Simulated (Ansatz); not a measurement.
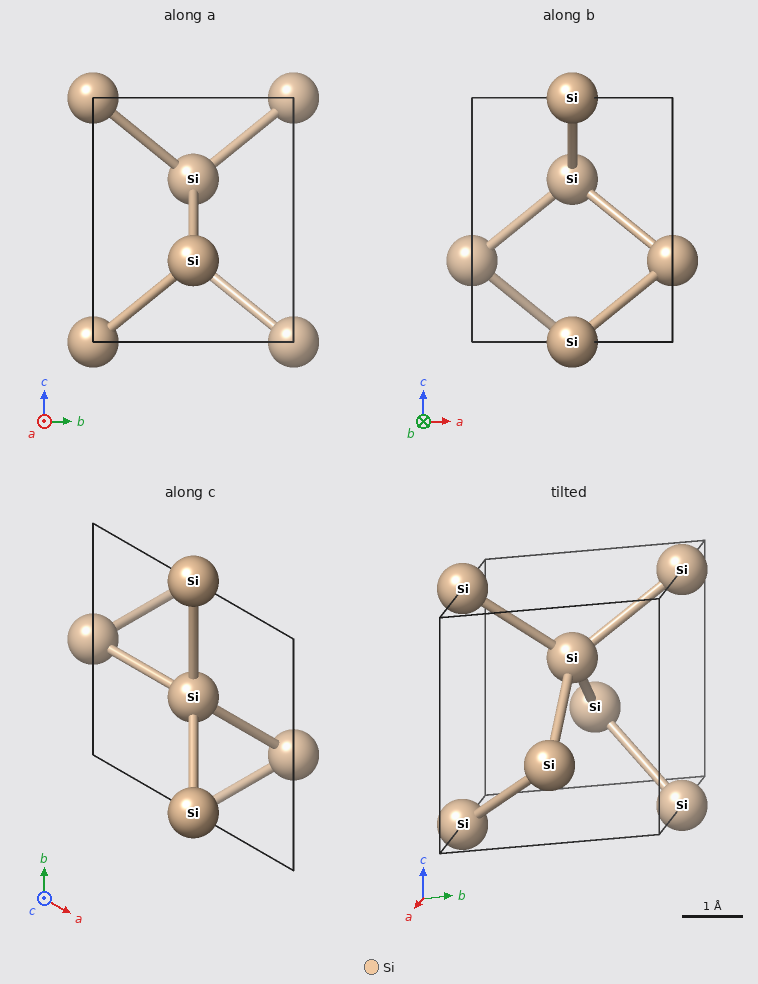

This ball-and-stick model is shown along the a axis, along the b axis, along the c axis and slightly off an axis. The lines enclose the conventional unit cell; boundary atoms appear with their images.

Lattice parameters: a = 3.906 Å, b = 3.906 Å, c = 4.117 Å, α = 90.00°, β = 90.00°, γ = 120.00°. Put a along x and b in the xy plane.

Question: Write down what is shown as a POSCAR file.

Answer:
```
Si
1.0
     3.906    0.000    0.000
    -1.953    3.382    0.000
     0.000    0.000    4.117
Si
3
Direct
  0.0000 0.5000 0.3333
  0.5000 0.5000 0.6667
  0.5000 0.0000 0.0000
```

Its origin is a structure type filled with this element by a generator (whether the element takes this form wasn't checked). It is drawn as it came out of a relaxation with DFT PBE, scalar-relativistic, plane waves, PAW (Ansatz 0.2.0).
